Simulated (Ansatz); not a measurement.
The coordinates of a crystal:

```
CELL_PARAMETERS angstrom
2.51534 0.00000 0.00000
0.00000 6.04508 0.00000
0.00000 0.00000 4.33983
ATOMIC_POSITIONS crystal
B 0.50000 0.50000 0.00893
N 0.00000 0.50000 0.17516
B 0.50000 0.00000 0.50893
N 0.00000 0.00000 0.67516
B 0.00000 0.50000 0.50893
N 0.50000 0.50000 0.67516
B 0.00000 0.00000 0.00893
N 0.50000 0.00000 0.17516
```

> Say what kind of structure these coordinates give.

The material is BN. It belongs to space group Fmm2 (No. 42) and has a face-centred orthorhombic lattice. With Z = 4, the cell contains 4 B, 4 N. B is coordinated by three N in a trigonal planar arrangement at 1.45 Å. N is coordinated by three B in a trigonal planar arrangement at 1.45 Å. The bonds build BN layers parallel to (010).

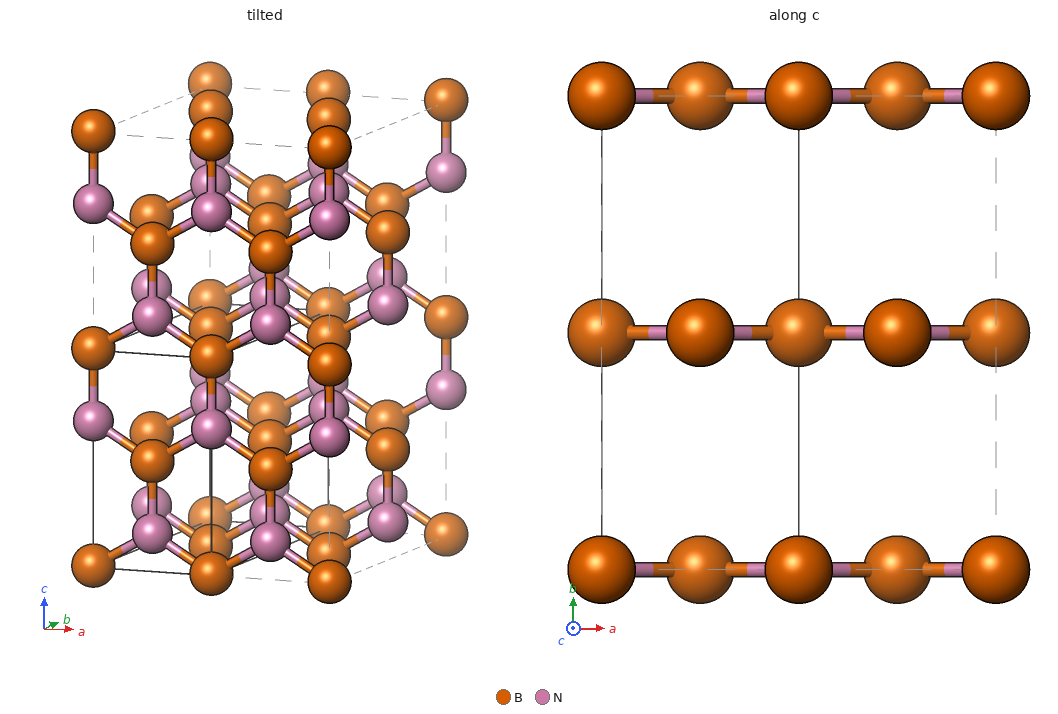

Figure: ball-and-stick view slightly off an axis and along the c axis. The structure is repeated 2×1×2 times; solid lines mark one conventional unit cell. Colours: boron orange, nitrogen pink.

Origin of the cell: a structure listed in the Materials Project. The atoms were relaxed in a fixed cell with Ansatz, DFT PBE+D3(BJ), scalar-relativistic, plane waves, PAW.
